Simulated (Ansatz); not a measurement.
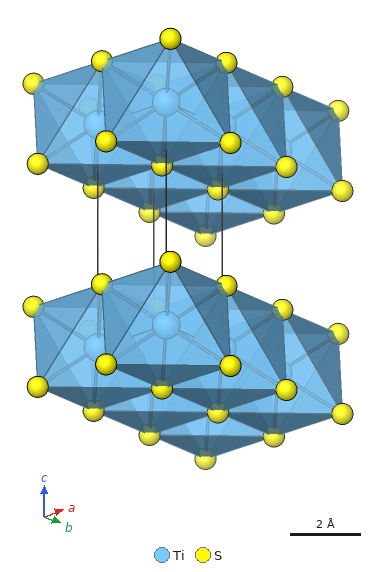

Starting structure of a crystal of TiS$_{2}$ (a generated structure, set up in P-3m1) (coarse preliminary run). Style: polyhedral. Shown: the cell of the calculation, repeated 1 × 2 × 1 with one cell outlined, from a free direction.

Case: Zr → Ti on all its sites, cell and atoms relaxed.

Level of theory: DFT PBE, scalar-relativistic, plane waves, PAW in Ansatz.

Input file:
```yaml
crystal:
  lattice:
    - [3.5887547931, 0.0, 0.0]
    - [-1.7943773965, 3.1079528188, 0.0]
    - [0.0, 0.0, 6.5810324737]
  atoms:
    - { symbol: Ti, position: [0.0, 0.0, 0.0] }
    - { symbol: S, position: [0.6666666667, 0.3333333333, 0.7856836137] }
    - { symbol: S, position: [0.3333333333, 0.6666666667, 0.2143163863] }
basis:
  ecutwfc: 420
kpoints:
  mp_grid: { grid: [6, 6, 4] }
hamiltonian:
  xc: pbe
scf:
  occupations: { method: gaussian, width: 0.1 }
output:
  forces: true
  stress: true
  eigenvalues: true
relax:
  adjacent_minimum: "off"
  f_tol: 0.05
  max_steps: 60
  cell: { stress_tol: 0.5 }
```

Run as
```bash
ansatz run input.yaml --threads 1 --pin off --max-ram 2560MiB --backend cpu --events-out ev --progress --plain --runs-dir out
```

> Predict the outcome.

The largest moves relative to the cell, 0.009 Å, are those of S2 and S3. S2 goes along −c. Ti stays in place. The volume changes by −9.5 %, with a = b 3.589 → 3.414 Å (−4.9 %), c 6.581 → 6.580 Å (0.0 %). Near-neighbour distances that change, for instance: Ti1–S2 2.506 → 2.429 Å. Bond angles that change, for instance: S2–Ti1–S3 88.6° → 90.7°, Ti1–S3–Ti1 91.4° → 89.3°, S2–Ti1–S2 91.4° → 89.3°. The space group stays P-3m1 (No. 164). The energy falls by 56.7 meV per atom in 1 accepted move (2 points after the start). Largest force component: 0.66 eV/Å at the start, 0.023 eV/Å at the end. Pressure: −6.51 GPa at the start and 0.09 GPa at the end. The SCF was repeated once at an unchanged geometry on a basis and grid sized afresh for the cell, which shifted the energy by 0.1 meV per atom at most. The run took 3.1 s on 1 thread of Intel(R) Xeon(R) 6975P-C (Granite Rapids), with other jobs on the host, peak memory 0.39 GiB.

History of the run:

```csv
step,"E − E(0), meV/atom","largest force component, eV/Å","pressure, GPa","volume, Å³/atom",note
0,0.00,0.6644,-6.51,24.468,
1,-56.80,0.0227,0.09,22.142,
2,-56.67,0.0228,0.09,22.142,"same geometry, new basis"
```

The end point in the same view:

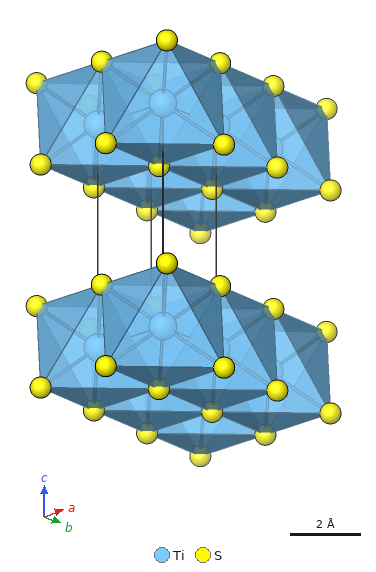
